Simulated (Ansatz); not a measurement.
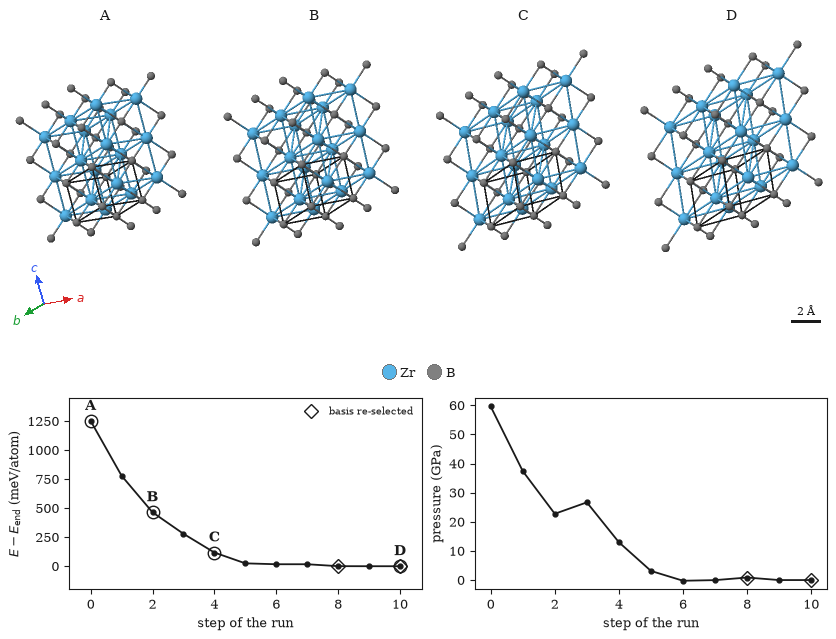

Frames of a relaxation of a crystal of ZrB (a generated structure, set up in Immm) (coarse preliminary run), marked on the history of the run. The picture is a ball-and-stick view of the cell of the calculation, repeated 2 × 2 × 3 with one cell outlined, seen from a free direction.

All numbers below come from Ansatz 0.2.0, DFT PBE, scalar-relativistic, plane waves, PAW. Set-up: plane-wave cutoff 420 eV; k-point mesh 8 × 8 × 8; occupations gaussian; smearing width 0.1 eV; no spin polarisation; cell and atoms relaxed; force threshold 0.04 eV/Å; at most 70 steps.

> What happens along the run?

No atom moves by more than 0.005 Å relative to the cell. Cell: a = b = c 3.169 → 3.468 Å (+9.4 %), α 119.1° → 120.0°, β 105.1° → 90.0°, γ 104.6° → 120.0°. Volume +23.1 %. Among the contacts that change: B–Zr 1.927 → 2.452 Å, Zr–Zr 3.874 → 3.470 Å, Zr–Zr 3.169 → 3.468 Å, Zr–Zr 3.211 → 3.467 Å. Bond angles that change, for instance: Zr–B–Zr 79.3° → 90.0°, Zr–B–Zr 100.7° → 90.0°. The space group (tolerance 0.01 Å) goes from Immm (No. 71) to Fm-3m (No. 225). Over 8 accepted moves (10 points after the start) the energy falls by 1252 meV per atom. All forces vanish by symmetry, so only the cell relaxes. Pressure: 59.62 GPa at the start and 0.03 GPa at the end. The SCF was repeated twice at an unchanged geometry on a basis and grid sized afresh for the cell, which shifted the energy by 16.5 meV per atom at most. The run took 23 s on 1 thread of Arm Neoverse V1, on a shared host, peak memory 0.33 GiB. From step 0 to 2: volume +12.2 %, energy −787 meV per atom. From step 2 to 4: volume +2.4 %, energy −346 meV per atom. From step 4 to 10: volume +7.1 %, energy −118 meV per atom.

| step | E − E(0), meV/atom | pressure, GPa | volume, Å³/atom | note |
| --- | --- | --- | --- | --- |
| 0 | 0.00 | 59.62 | 11.984 |  |
| 1 | -472.14 | 37.44 | 12.814 |  |
| 2 | -787.18 | 22.78 | 13.449 |  |
| 3 | -972.16 | 26.70 | 13.036 |  |
| 4 | -1133.64 | 13.00 | 13.770 |  |
| 5 | -1226.87 | 3.16 | 14.427 |  |
| 6 | -1234.55 | -0.21 | 14.688 |  |
| 7 | -1234.59 | 0.00 | 14.670 |  |
| 8 | -1251.11 | 0.89 | 14.670 | same geometry, new basis |
| 9 | -1251.67 | 0.03 | 14.747 |  |
| 10 | -1251.71 | 0.03 | 14.747 | same geometry, new basis |
